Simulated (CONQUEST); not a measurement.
**I: 7 runs along one coordinate**

System: I (8 atoms in the cell).
Method: Kohn-Sham DFT of a periodic cell, PBEsol, PseudoDojo NC PBEsol, no spin polarisation (CONQUEST 1.3).

The 7 runs differ only in the geometry, by an even scaling of the cell at fixed fractional positions. The structure derives from an entry of the Crystallography Open Database.

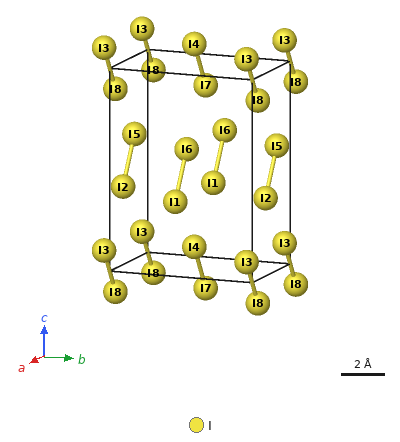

Figure 1. The structure of run 4 (ball-and-stick view of the cell of the calculation, seen slightly off an axis; atoms are numbered from 1 in the order of the input). An atom can appear more than once, as a periodic image.

**Input of run 4**
```
IO.Title I
IO.Coordinates coords.dat
IO.FractionalAtomicCoords T
IO.Iprint 2
IO.Iprint_init 1
General.NumberOfSpecies 1
General.PseudopotentialType hamann
AtomMove.TypeOfRun static
AtomMove.FullStress T
Grid.PointsAlongX 48
Grid.PointsAlongY 72
Grid.PointsAlongZ 96
DM.SolutionMethod diagon
Diag.MPMesh T
Diag.GammaCentred T
Diag.MPMeshX 6
Diag.MPMeshY 4
Diag.MPMeshZ 3
Diag.kT 0.00183747
minE.SCTolerance 1e-6
SC.MaxIters 100
IO.AtomChargeOutput T
%block ChemicalSpeciesLabel
1 126.900 I
%endblock
```

Command:
```bash
OMP_NUM_THREADS=1 Conquest
```

Lattice vectors (Å) and fractional positions of run 4:
```
   4.790040    0.000000    0.000000
   0.000000    7.270070    0.000000
   0.000000    0.000000    9.793440
I   0.149300  0.500000  0.384400
I   0.649300  0.000000  0.384400
I   0.149300  0.000000  0.115600
I   0.649300  0.500000  0.115600
I   0.350700  0.000000  0.615600
I   0.850700  0.500000  0.615600
I   0.350700  0.500000  0.884400
I   0.850700  0.000000  0.884400
```

Run 5 has the same physical settings and fractional positions; its lattice vectors (Å) are:
```
   4.821763    0.000000    0.000000
   0.000000    7.318218    0.000000
   0.000000    0.000000    9.858299
```

**Results, with one run withheld**

| run | volume per atom (Å³) | free energy per atom, from the lowest run given (meV) | pressure (GPa) | gap on the mesh (eV) |
| --- | --- | --- | --- | --- |
| 1 | 40.073 | 25.12 | 2.52 | 1.25 |
| 2 | 40.926 | 13.47 | 1.85 | 1.21 |
| 3 | 41.778 | 5.46 | 1.17 | 1.16 |
| 4 | 42.631 | 0.86 | 0.59 | 1.11 |
| 5 | 43.483 | ? | ? | ? |
| 6 | 44.336 | 0.00 | −0.40 | 1.03 |
| 7 | 45.189 | 3.28 | −0.86 | 0.99 |

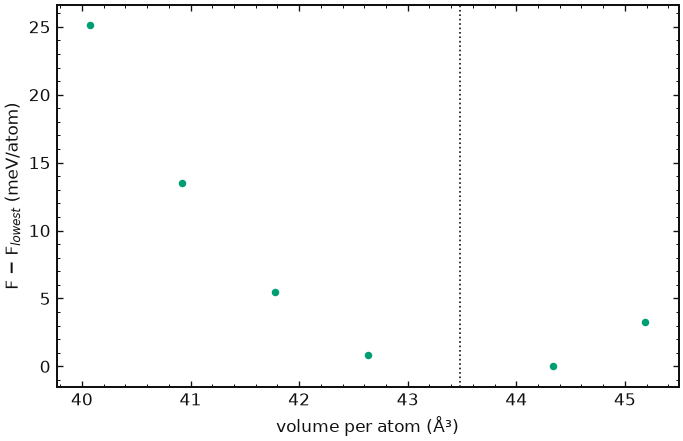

Figure 2. Free energy per atom of the runs given; the dotted line marks run 5.

What should run 5 give?

A cubic polynomial in V^(−2/3) (the Birch–Murnaghan form), fitted to the 6 runs given, misses them by at most 0.04 meV per atom. With x = V^(−2/3) − 0.08221 Å⁻², it reads F = 1.6764 + 3505.4 x + 1.1927e+06 x² + 5.6397e+06 x³ (meV per atom). At run 5 it gives −0.89 meV per atom, and the run itself gives −0.83. The slope of the fit gives a pressure −dF/dV of 0.07 GPa there, and the run prints 0.06 GPa. The fit has its minimum at 43.600 Å³ per atom, where V d²F/dV² gives 24.9 GPa. Cell shape and fractional positions are held, so this is the stiffness under even scaling; the relaxed bulk modulus wasn't computed and can be far lower in a crystal of layers, chains or molecules like this one. The gap on the mesh goes, without turning, from 1.25 eV in run 1 to 0.99 eV in run 7; run 5 has 1.07 eV. These are gaps of this functional on this mesh, which can miss the band edges; they aren't the measured gap.

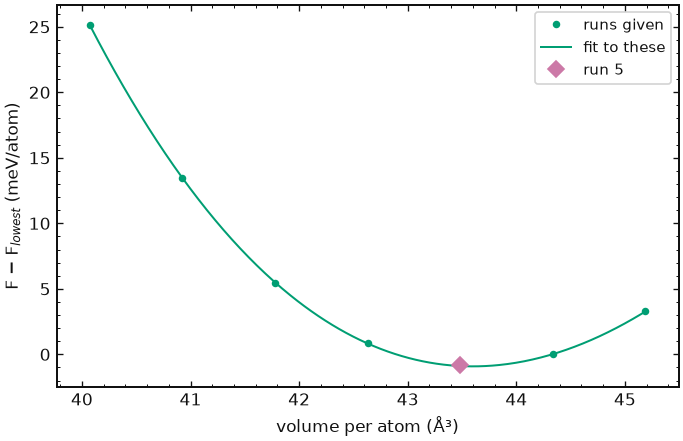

Figure 3. The fit and the withheld run.

**Some lines of the output (run 5)**
```
[...]
          DFT Total Energy                 :      -103.508506442493882 Ha
          Free Energy (E-TS)               :      -103.510157290764965 Ha
          DFT Total Energy                 :      -103.509988125545433 Ha
          Free Energy (E-TS)               :      -103.510074886244922 Ha
          DFT Total Energy                 :      -103.510068544472929 Ha
          Free Energy (E-TS)               :      -103.510071421375386 Ha
          DFT Total Energy                 :      -103.510071306991790 Ha
          Free Energy (E-TS)               :      -103.510072072030894 Ha
          DFT Total Energy                 :      -103.510072037880434 Ha
          Free Energy (E-TS)               :      -103.510072072494125 Ha
          DFT Total Energy                 :      -103.510072039544923 Ha
      | Free Energy as E-TS      =      -103.510072072494125 Ha
      |* DFT total energy        =      -103.510072039544923 Ha
    force: Average pressure:      0.06110791 GPa
```

Notes: With a small basis of atomic orbitals these values can differ much from converged plane-wave results.
